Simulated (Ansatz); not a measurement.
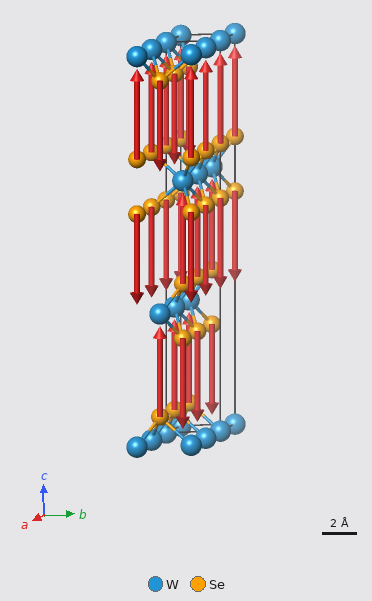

This is a relaxation of solid WSe$_{2}$ (a generated structure, set up in R3m). The starting structure is drawn; red arrows show the displacements (the part carried along by the change of the cell is left out), magnified 200 times.

A ball-and-stick model of the conventional cell (3 times the calculation's cell), repeated 3 × 1 × 1 with one cell outlined, seen slightly off an axis. Lengths and directions refer to the drawn axes.

Case: S → Se on all its sites, cell and atoms relaxed.

All numbers below come from DFT PBE, scalar-relativistic, plane waves, PAW in Ansatz 0.2.0.

The input:
```yaml
crystal:
  lattice:
    - [1.6788913373, 0.9693083655, 7.8731347503]
    - [-1.6788913373, 0.9693083655, 7.8731347503]
    - [0.0, -1.938616731, 7.8731347503]
  atoms:
    - { symbol: W, position: [0.0006774479, 0.0006774479, 0.0006774479] }
    - { symbol: Se, position: [0.4040743059, 0.4040743059, 0.4040743059] }
    - { symbol: Se, position: [0.2639482462, 0.2639482462, 0.2639482462] }
basis:
  ecutwfc: 420
kpoints:
  mp_grid: { grid: [9, 9, 9] }
hamiltonian:
  xc: pbe
scf:
  occupations: { method: gaussian, width: 0.02 }
output:
  forces: true
  stress: true
  eigenvalues: true
relax:
  adjacent_minimum: "off"
  f_tol: 0.01
  max_steps: 60
  cell: { stress_tol: 0.1 }
```

Command:
```bash
ansatz run input.yaml --threads 1 --pin off --max-ram 1331MiB --backend cpu --events-out ev --progress --plain --runs-dir out
```

Which element moves most?

Selenium: up to 0.027 Å, against 0.000 Å for tungsten.

Describe the change and its energy.

The energy falls by 4.1 meV per atom in 2 accepted moves (4 points after the start). Largest force component: 0.17 eV/Å at the start, 0.0094 eV/Å at the end. Pressure: −0.63 GPa at the start and −0.06 GPa at the end. The line search rejected the trial step at point 1 of the run. The SCF was repeated once at an unchanged geometry on a basis and grid sized afresh for the cell, which shifted the energy by 0.1 meV per atom at most. The largest moves relative to the cell, 0.027 Å, are those of Se2 and Se3. Se2 goes along −c. W stays in place. The drawn cell changes as follows: a = b 3.358 → 3.321 Å (−1.1 %), c 23.619 → 23.570 Å (−0.2 %); the volume changes by −2.4 %. The space group stays R3m (No. 160).
